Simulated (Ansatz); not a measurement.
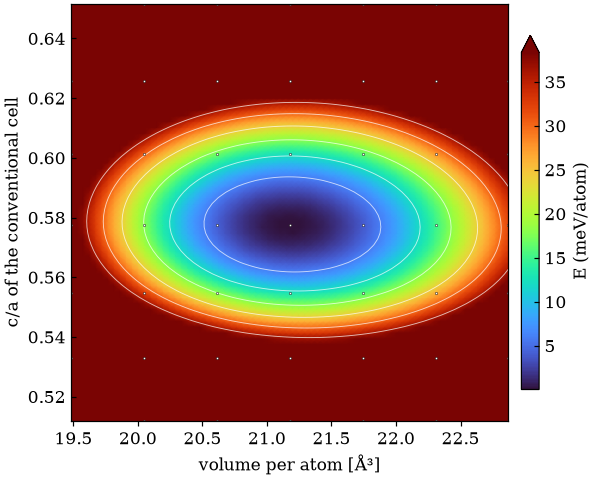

Si (I4/mmm, No. 139; 4 atoms in the cell). 
- The energy is mapped over volume and the cell's shape.
- Coordinates scanned: (1) volume per atom; (2) c/a of the conventional cell.
- Nothing is relaxed (fractional coordinates fixed).
- Grid: 7 × 7 points.
- Points are written as (first, second).
- Energies: meV/atom, counted from the lowest grid point.
- The band gap closes in part of the range.
- Computed with Ansatz 0.2.0, DFT PBEsol, scalar-relativistic, plane waves, PAW. Settings: cutoff 420 eV, k-mesh 12×12×12, gaussian smearing 0.03 eV, no spin polarisation.

In the figure: a smooth colour map with a few white contour lines, dots at the grid points, one colour for all values above the top of the scale. Between grid points the surface is interpolated.

Estimate the position of the minimum and the force constants in these coordinates.

The interpolated minimum is at volume per atom ≈ 21.18 Å³, c/a of the conventional cell ≈ 0.578. The curvatures there are about 0.1 eV/(Å³)² and 189 eV, with a cross term of about 0.1 eV/Å³ (per cell of 4 atoms). Round the minimum the two coordinates are nearly uncoupled.

PAW datasets: the set soft_1.
